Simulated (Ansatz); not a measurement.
## What a change does: single-point calculation on TiAl3

System: TiAl3 (12 atoms in the cell, total charge −1).
Method of run A: DFT, PBEsol, plane waves, PAW, no spin polarisation (Ansatz 0.2.0).

The structure derives from a Materials Project entry. Text and figures count atoms from 1; the logs count them from 0 in places.

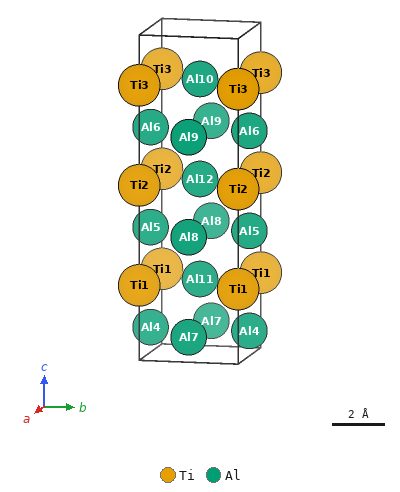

The input geometry (spheres-only view of the cell of the calculation, seen slightly off an axis; atoms are numbered from 1 in the order of the input). An atom can appear more than once, as a periodic image.

Input file, run A:
```yaml
crystal:
  lattice:
    - [0.0, -3.9483448101, 0.0]
    - [0.0, 0.0, -3.9483448101]
    - [12.8450344303, 0.0, 0.0]
  atoms:
    - { symbol: Ti, position: [0.0, 1.0, 0.230521857] }
    - { symbol: Ti, position: [0.0, 1.0, 0.5379048252] }
    - { symbol: Ti, position: [0.0, 1.0, 0.8452877935] }
    - { symbol: Al, position: [0.5, 0.0, 0.0768303729] }
    - { symbol: Al, position: [0.5, 0.0, 0.3842133411] }
    - { symbol: Al, position: [0.5, 0.0, 0.6915963094] }
    - { symbol: Al, position: [0.0, 0.5, 0.0768303729] }
    - { symbol: Al, position: [0.0, 0.5, 0.3842133411] }
    - { symbol: Al, position: [0.0, 0.5, 0.6915963094] }
    - { symbol: Al, position: [0.5, 0.5, 0.8452877935] }
    - { symbol: Al, position: [0.5, 0.5, 0.230521857] }
    - { symbol: Al, position: [0.5, 0.5, 0.5379048252] }
basis:
  ecutwfc: 420
kpoints:
  mp_grid: { grid: [12, 12, 4], shift: [0.5, 0.5, 0.5] }
hamiltonian:
  xc: pbesol
scf:
  occupations: { method: gaussian, width: 0.15 }
output:
  forces: true
  eigenvalues: true
  stress: true
total_charge: -1
```

Launched with:
```bash
ansatz run input.yaml --threads 2 --pin off --max-ram 5120MiB --backend cpu --events-out ev --progress --plain --runs-dir out
```

Hardware: 2 threads of Arm Neoverse V1, 24 GiB of memory available, shared host.

Output, shortened to warnings, some set-up lines, iterations and results (run A):
```
Basis set: ecut = 420 eV, 3963 PW (Γ), exchange–correlation on 54×54×180 points (8 copies of the dense FFT grid, shifted against one another)
Symmetry: 8 space group operations
k-points: 42 of 576 (time reversal used)
Initial density: superposition of atomic densities (neutral atoms scaled as one to the charged cell's electrons: chi_scale 0, normalization atom), corrected by the library's trained network
[...]
SCF iter   1: F=—  HF=-12139.270937 eV  |F-HF|=—  |Δ(HF+E_count)|=         —  Δρ=6.65e-2  dr2=3.19e1  ethr=1.77e-3  ⟨swp⟩=8.2  Hψ=9386  notcnv=0
SCF iter   2: F=—  HF=-12136.510026 eV  |F-HF|=—  |Δ(HF+E_count)|=    2.76e0  Δρ=1.72e-2  dr2=6.28e0  ethr=1.77e-3  ⟨swp⟩=3.1  Hψ=4292  notcnv=0  defer=85
SCF iter   3: F=—  HF=-12136.196755 eV  |F-HF|=—  |Δ(HF+E_count)|=   3.13e-1  Δρ=1.03e-2  dr2=6.78e-1  ethr=1.77e-3  ⟨swp⟩=3.1  Hψ=2783  notcnv=0  defer=85
SCF iter   4: F=—  HF=-12136.144071 eV  |F-HF|=—  |Δ(HF+E_count)|=   5.27e-2  Δρ=6.97e-3  dr2=4.44e-1  ethr=1.06e-3  ⟨swp⟩=2.9  Hψ=3055  notcnv=0  defer=77
SCF iter   5: F=—  HF=-12136.120848 eV  |F-HF|=—  |Δ(HF+E_count)|=   2.32e-2  Δρ=1.13e-3  dr2=9.79e-3  ethr=6.93e-4  ⟨swp⟩=2.0  Hψ=2111  notcnv=0  defer=77
SCF iter   6: F=—  HF=-12136.120862 eV  |F-HF|=—  |Δ(HF+E_count)|=   1.43e-5  Δρ=3.03e-4  dr2=3.77e-4  ethr=1.53e-5  ⟨swp⟩=2.0  Hψ=2035  notcnv=0  defer=77
SCF iter   7: F=—  HF=-12136.120822 eV  |F-HF|=—  |Δ(HF+E_count)|=   4.04e-5  Δρ=7.43e-5  dr2=3.00e-5  ethr=5.89e-7  ⟨swp⟩=2.0  Hψ=2051  notcnv=0  defer=77
SCF iter   8: F=—  HF=-12136.121051 eV  |F-HF|=—  |Δ(HF+E_count)|=   2.29e-4  Δρ=1.22e-5  dr2=7.23e-7  ethr=4.69e-8  ⟨swp⟩=2.5  Hψ=2590  notcnv=0  defer=77
SCF iter   9: F=—  HF=-12136.121051 eV  |F-HF|=—  |Δ(HF+E_count)|=   1.28e-7  Δρ=6.07e-6  dr2=1.90e-7  ethr=1.56e-10  ⟨swp⟩=13.4  Hψ=8896  notcnv=0
SCF iter  10: F=-12136.121051 eV  HF=-12136.121051 eV  |F-HF|=5.58e-9  |Δ(HF+E_count)|=   1.93e-8  Δρ=1.23e-6  dr2=6.10e-9  ethr=1.56e-10  ⟨swp⟩=4.0  Hψ=4840  notcnv=0
SCF 1 converged in 10 iterations: F = -12136.121051 eV  dr2 = 6.10e-9
SCF converged after 10 iterations
Free energy (F): -12136.121051 eV
Harris-Foulkes:  -12136.121051 eV  (|F-HF|=5.58e-9)
Internal energy: -12136.034921 eV  (E = F + TS)
E sigma→0 (E₀):  -12136.077986 eV
Entropy (-TS):   -0.086129 eV (-7.177 meV/atom)
Fermi energy:    9.450608 eV
--- Per-component energies (eV) ---
  E_band       = -487.776190
  E_kinetic    = 1042.452182
  E_local      = -3942.517810  (includes V_loc(G=0)·N_el)
  E_nonlocal   = 129.603927
  E_hartree    = 1737.363773
  E_xc         = -655.521270
  E_vxc        = -640.901737  (∫ρ·V_xc dr)
  E_paw        = -7165.601068  (= ΣΔE_a)
  E_vpaw       = -551.139680  (= ΣTr[D̂ρ^β])
  E_aug_tail   = 0.000325  (compensation charges beyond the density's cutoff)
  E_ewald      = -3282.405384
  E_core_change = 0.590404  (= ΣΔE_core)
  E_smearing   = -0.086129  (= −TS)
  E_closure    = 0.000000  (closes the sum)
  E_deformation_potential = -17.064696  (in the stress; not in F)
  Σ components = -12136.121051   (vs F -12136.121051, Δ=0.00e0)
--- Forces (eV/Å), atoms counted from 1 ---
  atom   1  Ti     0.51042011     0.00000000    -0.00000000
  atom   2  Ti     0.04719844     0.00000000    -0.00000000
  atom   3  Ti     0.28703070    -0.00000000    -0.00000000
  atom   4  Al    -0.94362611    -0.00000000     0.00000000
  atom   5  Al    -0.03265082    -0.00000000    -0.00000000
  atom   6  Al     0.23352687    -0.00000000    -0.00000000
  atom   7  Al    -0.94362611    -0.00000000     0.00000000
  atom   8  Al    -0.03265082     0.00000000     0.00000000
  atom   9  Al     0.23352687     0.00000000    -0.00000000
  atom  10  Al     0.90442520    -0.00000000    -0.00000000
  atom  11  Al    -0.23898259     0.00000000     0.00000000
  atom  12  Al    -0.02459106    -0.00000000     0.00000000
  max |Σ_I F_I| component: 6.70e-7 eV/Å
--- Stress (GPa, compression-positive) ---
       -7.481537      -0.000000       0.000000
       -0.000000      -7.375301       0.000000
        0.000000       0.000000      -7.375301
  P = ⅓ Tr σ = -7.4107 GPa (-74.107 kbar)
```

The input of run B differs as follows (lines with − go, lines with + come):
```diff
-  mp_grid: { grid: [12, 12, 4], shift: [0.5, 0.5, 0.5] }
+  mp_grid: { grid: [12, 12, 4] }
-total_charge: -1
```

What does this change do to the results?

The total energies belong to different systems, so their difference says nothing on which is more stable or more accurate. The pressure goes from −7.41 to −3.04 GPa. The largest force goes from 0.944 to 1.015 eV/Å. A charged cell is computed with a uniform neutralising background, so its energy and pressure depend on the cell and aren't those of a real crystal. The SCF takes 8 iterations against 10. The irreducible k-points go from 42 to 84.

Output, shortened to warnings, some set-up lines, iterations and results (run B):
```
Basis set: ecut = 420 eV, 3963 PW (Γ), exchange–correlation on 54×54×180 points (8 copies of the dense FFT grid, shifted against one another)
Symmetry: 8 space group operations
k-points: 84 of 576 (time reversal used)
Initial density: superposition of atomic densities (neutral atoms: chi_scale 0, normalization atom), corrected by the library's trained network
[...]
SCF iter   1: F=—  HF=-12145.563896 eV  |F-HF|=—  |Δ(HF+E_count)|=         —  Δρ=8.63e-3  dr2=1.48e0  ethr=1.77e-3  ⟨swp⟩=7.7  Hψ=17830  notcnv=0
SCF iter   2: F=—  HF=-12145.528870 eV  |F-HF|=—  |Δ(HF+E_count)|=   3.50e-2  Δρ=4.10e-3  dr2=4.65e-1  ethr=1.77e-3  ⟨swp⟩=1.0  Hψ=4368  notcnv=0  defer=1
SCF iter   3: F=—  HF=-12145.510411 eV  |F-HF|=—  |Δ(HF+E_count)|=   1.85e-2  Δρ=8.77e-4  dr2=1.02e-2  ethr=7.38e-4  ⟨swp⟩=1.0  Hψ=3490  notcnv=0  defer=1
SCF iter   4: F=—  HF=-12145.509694 eV  |F-HF|=—  |Δ(HF+E_count)|=   7.16e-4  Δρ=3.37e-4  dr2=3.35e-4  ethr=1.61e-5  ⟨swp⟩=2.0  Hψ=4132  notcnv=0  defer=1
SCF iter   5: F=—  HF=-12145.509653 eV  |F-HF|=—  |Δ(HF+E_count)|=   4.13e-5  Δρ=6.93e-5  dr2=1.69e-5  ethr=5.31e-7  ⟨swp⟩=2.6  Hψ=5828  notcnv=0  defer=1
SCF iter   6: F=—  HF=-12145.509866 eV  |F-HF|=—  |Δ(HF+E_count)|=   2.12e-4  Δρ=2.02e-5  dr2=1.90e-6  ethr=2.69e-8  ⟨swp⟩=2.4  Hψ=4884  notcnv=0  defer=122
SCF iter   7: F=—  HF=-12145.509865 eV  |F-HF|=—  |Δ(HF+E_count)|=   3.02e-7  Δρ=6.05e-6  dr2=1.41e-7  ethr=3.01e-9  ⟨swp⟩=2.1  Hψ=4415  notcnv=0  defer=122
SCF iter   8: F=-12145.509865 eV  HF=-12145.509865 eV  |F-HF|=3.21e-9  |Δ(HF+E_count)|=   1.77e-8  Δρ=1.16e-6  dr2=3.82e-9  ethr=1.59e-10  ⟨swp⟩=11.0  Hψ=14365  notcnv=0
SCF 1 converged in 8 iterations: F = -12145.509865 eV  dr2 = 3.82e-9
SCF converged after 8 iterations
Free energy (F): -12145.509865 eV
Harris-Foulkes:  -12145.509865 eV  (|F-HF|=3.21e-9)
Internal energy: -12145.429143 eV  (E = F + TS)
E sigma→0 (E₀):  -12145.469504 eV
Entropy (-TS):   -0.080722 eV (-6.727 meV/atom)
Fermi energy:    9.324874 eV
--- Per-component energies (eV) ---
  E_band       = -498.410111
  E_kinetic    = 1027.711769
  E_local      = -3940.842144  (includes V_loc(G=0)·N_el)
  E_nonlocal   = 126.059252
  E_hartree    = 1732.728854
  E_xc         = -645.866753
  E_vxc        = -628.406684  (∫ρ·V_xc dr)
  E_paw        = -7163.405466  (= ΣΔE_a)
  E_vpaw       = -548.390704  (= ΣTr[D̂ρ^β])
  E_aug_tail   = 0.000325  (compensation charges beyond the density's cutoff)
  E_ewald      = -3282.405384
  E_core_change = 0.590404  (= ΣΔE_core)
  E_smearing   = -0.080722  (= −TS)
  E_closure    = 0.000000  (closes the sum)
  Σ components = -12145.509865   (vs F -12145.509865, Δ=0.00e0)
--- Forces (eV/Å), atoms counted from 1 ---
  atom   1  Ti     0.42676277     0.00000000    -0.00000000
  atom   2  Ti    -0.00108041     0.00000000     0.00000000
  atom   3  Ti     0.42974525    -0.00000000    -0.00000000
  atom   4  Al    -0.98790912     0.00000000     0.00000000
  atom   5  Al    -0.03321084     0.00000000    -0.00000000
  atom   6  Al     0.23728287    -0.00000000    -0.00000000
  atom   7  Al    -0.98790912    -0.00000000     0.00000000
  atom   8  Al    -0.03321084     0.00000000     0.00000000
  atom   9  Al     0.23728287     0.00000000    -0.00000000
  atom  10  Al     1.01518860    -0.00000000    -0.00000000
  atom  11  Al    -0.30068877     0.00000000     0.00000000
  atom  12  Al    -0.00222533    -0.00000000    -0.00000000
  max |Σ_I F_I| component: 2.79e-5 eV/Å
--- Stress (GPa, compression-positive) ---
       -4.198257      -0.000000       0.000000
       -0.000000      -2.466304       0.000000
        0.000000       0.000000      -2.466304
  P = ⅓ Tr σ = -3.0436 GPa (-30.436 kbar)
```

The two runs side by side:

| quantity | run A | run B |
| --- | --- | --- |
| outcome | converged | converged |
| free energy per atom (eV) | −1011.3434 | −1012.1258 |
| energy per atom, smearing taken to zero (eV) | −1011.3398 | −1012.1225 |
| gap on the mesh (eV) | 0.00 | 0.00 |
| pressure (GPa) | −7.41 | −3.04 |
| largest force (eV/Å) | 0.944 | 1.015 |
| SCF iterations | 10 | 8 |
| irreducible k-points | 42 | 84 |
| plane waves at Γ | 3963 | 3963 |
| wall time (shared host) | 25 s | 34 s |

For run A: The cell is charged and computed with a neutralising background, so its energy and pressure depend on the cell and aren't those of a real crystal.
